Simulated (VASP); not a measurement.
**Pb: geometry relaxation**

System: Pb (Pm-3m, 1 atom in the cell).
Method: Kohn-Sham DFT of a periodic cell, PBE, VASP PAW PBE potentials, recommended, no spin polarisation (VASP 6.6.1).

The structure was built on a prototype by a generator; it need not be a known phase. It belongs to a series of runs on one base structure; here: sc relaxed, PAW files.

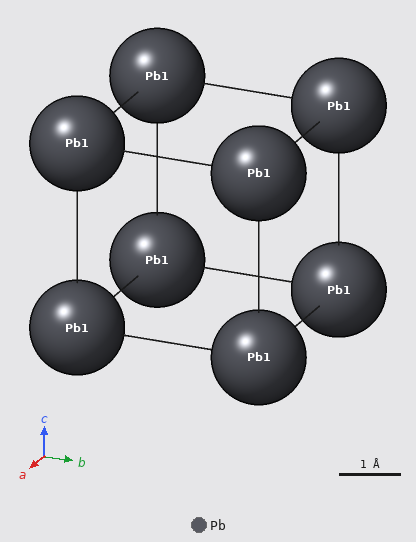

Fig. 1: The structure as given in the input (spheres-only view of the cell of the calculation, seen at an oblique angle; atoms are numbered from 1 in the order of the input). An atom can appear more than once, as a periodic image.

INCAR
```
  PREC = Accurate
  ENCUT = 600
  EDIFF = 1E-7
  ISMEAR = -1
  SIGMA = 0.05
  LREAL = F
  LASPH = T
  NELM = 100
  ALGO = Normal
  ISIF = 3
  LWAVE = F
  LCHARG = F
  GGA = PE
  IBRION = 2
  NSW = 60
  EDIFFG = -0.005
```

KPOINTS
```
Automatic mesh
0
Gamma
  13 13 13
```

POSCAR
```
Pb
1.0
    3.2543805230      0.0000000000      0.0000000000
    0.0000000000      3.2543805230      0.0000000000
    0.0000000000      0.0000000000      3.2543805230
Pb
1
Direct
    0.0000000000      0.0000000000      0.0000000000
```

Launch command:
```bash
cat potpaw_PBE.64/Pb_d/POTCAR > POTCAR
mpirun -np 1 vasp_std > vasp.out
```

OSZICAR
```
N       E                     dE             d eps       ncg     rms          rms(c)
DAV:   1     0.107939962758E+03    0.10794E+03   -0.78571E+03  1854   0.158E+03
DAV:   2     0.175139902664E+01   -0.10619E+03   -0.10406E+03  1860   0.337E+02
DAV:   3    -0.325987864318E+01   -0.50113E+01   -0.49791E+01  2239   0.852E+01
DAV:   4    -0.338067964134E+01   -0.12080E+00   -0.12072E+00  2184   0.145E+01
DAV:   5    -0.338622712972E+01   -0.55475E-02   -0.55472E-02  2392   0.283E+00    0.640E-01
DAV:   6    -0.337995140345E+01    0.62757E-02   -0.15264E-02  2215   0.235E+00    0.344E-01
DAV:   7    -0.337947709302E+01    0.47431E-03   -0.74161E-03  2184   0.160E+00    0.109E-01
DAV:   8    -0.337968094193E+01   -0.20385E-03   -0.67928E-04  2148   0.434E-01    0.136E-02
DAV:   9    -0.337967413054E+01    0.68114E-05   -0.24268E-05  2278   0.878E-02    0.707E-03
DAV:  10    -0.337967154307E+01    0.25875E-05   -0.35856E-06  1998   0.229E-02    0.118E-03
DAV:  11    -0.337967192895E+01   -0.38588E-06   -0.99801E-08  1662   0.373E-03    0.316E-04
DAV:  12    -0.337967197355E+01   -0.44599E-07   -0.30692E-08  1299   0.208E-03
   1 F= -.33796720E+01 E0= -.33768129E+01  d E =-.337967E+01
       N       E                     dE             d eps       ncg     rms          rms(c)
DAV:   1    -0.338091409823E+01   -0.12422E-02   -0.36851E-02  2151   0.422E+00    0.180E-01
DAV:   2    -0.337984451268E+01    0.10696E-02   -0.21456E-03  2163   0.101E+00    0.643E-02
DAV:   3    -0.337969184882E+01    0.15266E-03   -0.63760E-04  2328   0.520E-01    0.521E-03
DAV:   4    -0.337969365814E+01   -0.18093E-05   -0.82062E-06  1947   0.332E-02    0.283E-03
DAV:   5    -0.337969677284E+01   -0.31147E-05   -0.38637E-06  1929   0.205E-02    0.185E-03
DAV:   6    -0.337969659165E+01    0.18120E-06   -0.33851E-07  2121   0.121E-02    0.402E-04
DAV:   7    -0.337969628812E+01    0.30353E-06   -0.45235E-08  1102   0.205E-03    0.866E-05
DAV:   8    -0.337969627339E+01    0.14730E-07   -0.33760E-09   978   0.629E-04
   2 F= -.33796963E+01 E0= -.33768519E+01  d E =-.242998E-04
```

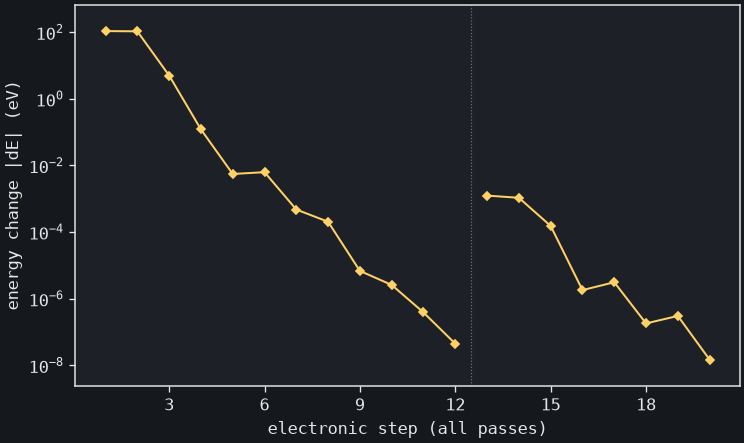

Fig. 2: Convergence of the self-consistent field: energy change |dE| against the electronic step. Each stretch between dotted lines is the SCF of one geometry step of a relaxation. The 2 ionic steps take 8 to 12 electronic steps each.

Parts of OUTCAR
```
PREC = Accurate
   ENCUT = 600
   EDIFF = 1E-7
   ISMEAR = -1
   LREAL = F
   LASPH = T
   NELM = 100
   ISIF = 3
   GGA = PE
   IBRION = 2
   NSW = 60
   EDIFFG = -0.005

 ion  position               nearest neighbor table
   1  0.000  0.000  0.000-

  LATTYP: Found a simple cubic cell.
 ALAT       =     3.2543805230

  Lattice vectors:

 A1 = (   3.2543805230,   0.0000000000,   0.0000000000)
 A2 = (   0.0000000000,   3.2543805230,   0.0000000000)
 A3 = (   0.0000000000,   0.0000000000,   3.2543805230)

Analysis of symmetry for initial positions (statically):
=====================================================================
 Subroutine PRICEL returns:
 Original cell was already a primitive cell.

 Routine SETGRP: Setting up the symmetry group for a
 simple cubic supercell.

 Subroutine GETGRP returns: Found 48 space group operations
 (whereof 48 operations were pure point group operations)
 out of a pool of 48 trial point group operations.

The static configuration has the point symmetry O_h .

Analysis of symmetry for dynamics (positions and initial velocities):
=====================================================================
 Subroutine PRICEL returns:
 Original cell was already a primitive cell.

 Routine SETGRP: Setting up the symmetry group for a
 simple cubic supercell.

 Subroutine GETGRP returns: Found 48 space group operations
 (whereof 48 operations were pure point group operations)
 out of a pool of 48 trial point group operations.

The dynamic configuration has the point symmetry O_h .

 Subroutine INISYM returns: Found 48 space group operations
 (whereof 48 operations are pure point group operations),
 and found     1 'primitive' translations

----------------------------------------------------------------------------------------

                                     Primitive cell

  volume of cell :      34.4671

  direct lattice vectors                    reciprocal lattice vectors
     3.254380523  0.000000000  0.000000000     0.307278142  0.000000000  0.000000000
     0.000000000  3.254380523  0.000000000     0.000000000  0.307278142  0.000000000
     0.000000000  0.000000000  3.254380523     0.000000000  0.000000000  0.307278142

  length of vectors
     3.254380523  3.254380523  3.254380523     0.307278142  0.307278142  0.307278142

  position of ions in fractional coordinates (direct lattice)
     0.000000000  0.000000000  0.000000000

  ion indices of the primitive-cell ions
   primitive index   ion index
                 1           1

----------------------------------------------------------------------------------------

 KPOINTS: Automatic mesh

Automatic generation of k-mesh.
 Grid dimensions read from file:
 generate k-points for:   13   13   13

 Generating k-lattice:

  Cartesian coordinates                     Fractional coordinates (reciprocal lattice)
     0.023636780  0.000000000  0.000000000     0.076923077  0.000000000  0.000000000
     0.000000000  0.023636780  0.000000000     0.000000000  0.076923077  0.000000000
     0.000000000  0.000000000  0.023636780     0.000000000  0.000000000  0.076923077

  Length of vectors
     0.023636780  0.023636780  0.023636780

  Shift w.r.t. Gamma in fractional coordinates (k-lattice)
     0.000000000  0.000000000  0.000000000

 Subroutine IBZKPT returns following result:
 ===========================================

 Found     84 irreducible k-points:

 Following reciprocal coordinates:
            Coordinates               Weight
  0.000000  0.000000  0.000000      1.000000
  0.076923  0.000000  0.000000      6.000000
  0.153846  0.000000  0.000000      6.000000
  0.230769  0.000000  0.000000      6.000000
  0.307692  0.000000  0.000000      6.000000
  0.384615  0.000000  0.000000      6.000000
  0.461538  0.000000  0.000000      6.000000
  0.076923  0.076923  0.000000     12.000000
  0.153846  0.076923  0.000000     24.000000
  0.230769  0.076923  0.000000     24.000000
  0.307692  0.076923  0.000000     24.000000
  0.384615  0.076923  0.000000     24.000000
  0.461538  0.076923  0.000000     24.000000
  0.153846  0.153846  0.000000     12.000000
  0.230769  0.153846  0.000000     24.000000
  0.307692  0.153846  0.000000     24.000000
  0.384615  0.153846  0.000000     24.000000
  0.461538  0.153846  0.000000     24.000000
  0.230769  0.230769  0.000000     12.000000
  0.307692  0.230769  0.000000     24.000000
  0.384615  0.230769  0.000000     24.000000
  0.461538  0.230769  0.000000     24.000000
  0.307692  0.307692  0.000000     12.000000
  0.384615  0.307692  0.000000     24.000000
 [... further k-points ...]
   k-points           NKPTS =     84   k-points in BZ     NKDIM =     84   number of bands    NBANDS=     11
   number of dos      NEDOS =    301   number of ions     NIONS =      1
   total plane-waves  NPLWV =  21952
   dimension x,y,z NGX =    28 NGY =   28 NGZ =   28
   dimension x,y,z NGXF=    56 NGYF=   56 NGZF=   56
   ions per type =               1
   NGX,Y,Z   is equivalent  to a cutoff of  14.30, 14.30, 14.30 a.u.
   NGXF,Y,Z  is equivalent  to a cutoff of  28.61, 28.61, 28.61 a.u.
 SYSTEM =  unknown system
   PREC   = accura    normal or accurate (medium, high low for compatibility)
   ISTART =      0    job   : 0-new  1-cont  2-samecut
   ICHARG =      2    charge: 1-file 2-atom 10-const
   ISPIN  =      1    spin polarized calculation?
   LNONCOLLINEAR =      F non collinear calculations
   LSORBIT =      F    spin-orbit coupling
   LASPH  =      T    aspherical Exc in radial PAW
   ENCUT  =  600.0 eV  44.10 Ry    6.64 a.u.   6.50  6.50  6.50*2*pi/ulx,y,z
   NELM   =    100;   NELMIN=  2; NELMDL= -5     # of ELM steps
   EDIFF  = 0.1E-06   stopping-criterion for ELM
   LREAL  =      F    real-space projection
   EDIFFG = -.5E-02   stopping-criterion for IOM
   NSW    =     60    number of steps for IOM
   IBRION =      2    ionic relax: 0-MD 1-quasi-New 2-CG
   NFREE  =      1    steps in history (QN), initial steepest desc. (CG)
   ISIF   =      3    stress and relaxation
   ISYM   =      2    0-nonsym 1-usesym 2-fastsym
   POTIM  = 0.5000    time-step for ionic-motion
   TEBEG  =    0.0;   TEEND  =   0.0 temperature during run
   PSTRESS=    0.0 pullay stress
   NELECT =      14.0000    total number of electrons
   NUPDOWN=      -1.0000    fix difference up-down
   EMIN   =  10.00;   EMAX   =-10.00  energy-range for DOS
   EFERMI =   0.00;   METHOD = LEGACY
   ISMEAR =    -1;   SIGMA  =   0.05  broadening in eV -4-tet -1-fermi 0-gaus
   EFERMI_NEDOS =   21; number of points for ismear=-14 and -15
   IALGO  =     38    algorithm
   IMIX   =      4    mixing-type and parameters
     AMIX     =   0.40;   BMIX     =  1.00
     AMIX_MAG =   1.60;   BMIX_MAG =  1.00
  volume/ion in A,a.u.               =      34.47       232.60
  Fermi-wavevector in a.u.,A,eV,Ry     =   1.212409  2.291121 19.999690  1.469936
  Thomas-Fermi vector in A             =   2.347894
   LORBIT       =      0    0 simple, 1 ext, 2 COOP (PROOUT), +10 PAW based schemes
   GGA     = PE    functional components
   LHFCALC =     F    Hartree Fock is set to
   AEXX    =    0.0000 exact exchange contribution
   IVDW    =     0    specifies the selected vdW correction
   LEPSILON=     F    determine dielectric tensor
   LRPA    =     F    only Hartree local field effects (RPA)
 conjugate gradient relaxation of ions
 non-spin polarized calculation
  energy-cutoff  :      600.00
  volume of cell :       34.47
 maximum number of plane-waves:      1189
 NGX is ok and might be reduce to    28
   NGX = 13   NGY = 13   NGZ = 13

--------------------------------------- Ionic step        1  -------------------------------------------

 number of electron      13.9999998 magnetization

 Free energy of the ion-electron system (eV)
  ---------------------------------------------------
  ext. energy  EPLUGINS =         0.00000000
  ---------------------------------------------------
  free energy    TOTEN  =        -3.37967197 eV

  energy without entropy =       -3.37395380  energy(sigma->0) =       -3.37681289

------------------------ aborting loop because EDIFF is reached ----------------------------------------

  FORCE on cell =-STRESS in cart. coord.  units (eV):
  Direction    XX          YY          ZZ          XY          YZ          ZX
  --------------------------------------------------------------------------------------
  -------------------------------------------------------------------------------------
  Total       -0.0184539     -0.0184539     -0.0184539     -0.0000000      0.0000000     -0.0000000
  in kB       -0.8578159     -0.8578159     -0.8578159     -0.0000000      0.0000000     -0.0000000
  external PRESSURE =      -0.8578159 kB  Pullay stress =       0.0000000 kB

 VOLUME and BASIS-vectors are now :
 -----------------------------------------------------------------------------
  energy-cutoff  :      600.00
  volume of cell :       34.47
      direct lattice vectors                 reciprocal lattice vectors
     3.254380523  0.000000000  0.000000000     0.307278142  0.000000000  0.000000000
     0.000000000  3.254380523  0.000000000     0.000000000  0.307278142  0.000000000
     0.000000000  0.000000000  3.254380523     0.000000000  0.000000000  0.307278142

 POSITION                                       TOTAL-FORCE (eV/Angst)
 -----------------------------------------------------------------------------------
      0.00000      0.00000      0.00000         0.000000      0.000000      0.000000
 -----------------------------------------------------------------------------------
    total drift:                               -0.000000     -0.000000     -0.000000

  FREE ENERGIE OF THE ION-ELECTRON SYSTEM (eV)
  ---------------------------------------------------
  free  energy   TOTEN  =        -3.3796719735 eV

  energy  without entropy=       -3.3739538029  energy(sigma->0) =       -3.37681289

--------------------------------------- Ionic step        2  -------------------------------------------

 number of electron      13.9999998 magnetization

 Free energy of the ion-electron system (eV)
  ---------------------------------------------------
  ext. energy  EPLUGINS =         0.00000000
  ---------------------------------------------------
  free energy    TOTEN  =        -3.37969627 eV

  energy without entropy =       -3.37400755  energy(sigma->0) =       -3.37685191

 E-fermi :   5.7454     XC(G=0):  -9.4886     alpha+bet :-10.8056

 val. band max:        5.7302030425   @ k =   0.4615   0.4615   0.3846
 cond. band min:       5.7850458801   @ k =   0.3077   0.3077   0.1538
 fundamental gap:      0.0548428377
 Fermi energy:         5.7454301543

 k-point     1 :       0.0000    0.0000    0.0000
  band No.  band energies     occupation
      1     -11.4562      2.00000
      2     -11.4562      2.00000
      3     -10.9118      2.00000
      4     -10.9118      2.00000
      5     -10.9118      2.00000
      6      -5.3716      2.00000
      7      10.5790      0.00000
      8      10.5790      0.00000
      9      10.5790      0.00000
     10      13.4131      0.00000
     11      14.9184      0.00000

 k-point     2 :       0.0769    0.0000    0.0000
  band No.  band energies     occupation
      1     -11.4546      2.00000
      2     -11.4324      2.00000
      3     -10.9203      2.00000
      4     -10.9203      2.00000
      5     -10.9111      2.00000
      6      -5.2906      2.00000
      7       9.5014      0.00000
      8      10.6732      0.00000
      9      10.6732      0.00000
     10      13.8069      0.00000
     11      14.9669      0.00000

 k-point     3 :       0.1538    0.0000    0.0000
  band No.  band energies     occupation
      1     -11.4500      2.00000
      2     -11.3670      2.00000
      3     -10.9437      2.00000
      4     -10.9437      2.00000
      5     -10.9091      2.00000
      6      -5.0486      2.00000
      7       7.6677      0.00000
      8      10.9470      0.00000
      9      10.9470      0.00000
     10      14.1353      0.00000
     11      15.1131      0.00000

 k-point     4 :       0.2308    0.0000    0.0000
  band No.  band energies     occupation
      1     -11.4436      2.00000
      2     -11.2757      2.00000
      3     -10.9765      2.00000
      4     -10.9765      2.00000
      5     -10.9064      2.00000
      6      -4.6524      2.00000
      7       5.8353      0.28433
      8      11.3719      0.00000
      9      11.3719      0.00000
     10      14.4759      0.00000
     11      15.3583      0.00000

 k-point     5 :       0.3077    0.0000    0.0000
  band No.  band energies     occupation
      1     -11.4368      2.00000
      2     -11.1800      2.00000
      3     -11.0110      2.00000
      4     -11.0110      2.00000
      5     -10.9035      2.00000
      6      -4.1276      2.00000
      7       4.1759      2.00000
      8      11.8923      0.00000
      9      11.8923      0.00000
     10      14.9211      0.00000
     11      15.7023      0.00000

 [... the levels of 18 k-points are left out ...]

 k-point    24 :       0.3846    0.3077    0.0000
  band No.  band energies     occupation
      1     -11.2858      2.00000
      2     -11.1745      2.00000
      3     -11.0280      2.00000
      4     -10.9971      2.00000
      5     -10.9121      2.00000
      6      -2.3561      2.00000
      7       4.0461      2.00000
      8       5.9441      0.03693
      9      11.7882      0.00000
     10      13.8149      0.00000
     11      16.8283      0.00000

 [... further k-points ...]

------------------------ aborting loop because EDIFF is reached ----------------------------------------

  FORCE on cell =-STRESS in cart. coord.  units (eV):
  Direction    XX          YY          ZZ          XY          YZ          ZX
  --------------------------------------------------------------------------------------
  -------------------------------------------------------------------------------------
  Total        0.0012190      0.0012190      0.0012190     -0.0000000     -0.0000000     -0.0000000
  in kB        0.0568151      0.0568151      0.0568151     -0.0000000     -0.0000000     -0.0000000
  external PRESSURE =       0.0568151 kB  Pullay stress =       0.0000000 kB

 VOLUME and BASIS-vectors are now :
 -----------------------------------------------------------------------------
  energy-cutoff  :      600.00
  volume of cell :       34.38
      direct lattice vectors                 reciprocal lattice vectors
     3.251483259  0.000000000 -0.000000000     0.307551945  0.000000000 -0.000000000
    -0.000000000  3.251483259 -0.000000000    -0.000000000  0.307551945  0.000000000
     0.000000000  0.000000000  3.251483259     0.000000000  0.000000000  0.307551945

 POSITION                                       TOTAL-FORCE (eV/Angst)
 -----------------------------------------------------------------------------------
      0.00000      0.00000      0.00000         0.000000      0.000000      0.000000
 -----------------------------------------------------------------------------------
    total drift:                               -0.000000     -0.000000     -0.000000

  FREE ENERGIE OF THE ION-ELECTRON SYSTEM (eV)
  ---------------------------------------------------
  free  energy   TOTEN  =        -3.3796962734 eV

  energy  without entropy=       -3.3740075549  energy(sigma->0) =       -3.37685191

 reached required accuracy - stopping structural energy minimisation
```

CONTCAR
```
Pb
   1.00000000000000
     3.2514832591487606    0.0000000000000000   -0.0000000000000000
    -0.0000000000000000    3.2514832591487606   -0.0000000000000000
     0.0000000000000000    0.0000000000000000    3.2514832591487606
  Pb
     1
Direct
     0.0000000000000000    0.0000000000000000    0.0000000000000000

  0.00000000E+00  0.00000000E+00  0.00000000E+00
```

Trajectory as extended XYZ (Å, eV, eV/Å), 2 frames, from step=0 to step=1
```
1
Lattice="3.2544 0.0000 0.0000 0.0000 3.2544 0.0000 0.0000 0.0000 3.2544" Properties=species:S:1:pos:R:3:forces:R:3 step=0 energy=-3.37967
Pb    0.0000    0.0000    0.0000    0.0000   0.0000   0.0000
1
Lattice="3.2515 0.0000 -0.0000 -0.0000 3.2515 -0.0000 0.0000 0.0000 3.2515" Properties=species:S:1:pos:R:3:forces:R:3 step=1 energy=-3.37970
Pb    0.0000    0.0000    0.0000    0.0000   0.0000   0.0000
```

Key numbers

| quantity | value |
| --- | --- |
| outcome | converged |
| space group (tolerance 0.01 Å) | Pm-3m (221) |
| electrons treated | 14 |
| free energy | −3.3797 eV |
| gap on the k-point mesh | none (metallic) |
| pressure | 0.01 GPa |
| final volume | 34.38 Å³ |
| largest force (length of the vector) at the end | under 0.001 eV/Å |
| final cell | a = 3.251 Å, b = 3.251 Å, c = 3.251 Å, α = 90.00°, β = 90.00°, γ = 90.00° |
| hardware | 1 thread of Intel Xeon (Sapphire Rapids), 176 GiB of memory available, shared host |
| wall time | 32 s |
| peak memory | 0.18 GiB |

Remarks

Spin–orbit coupling is left out, which matters for Pb.
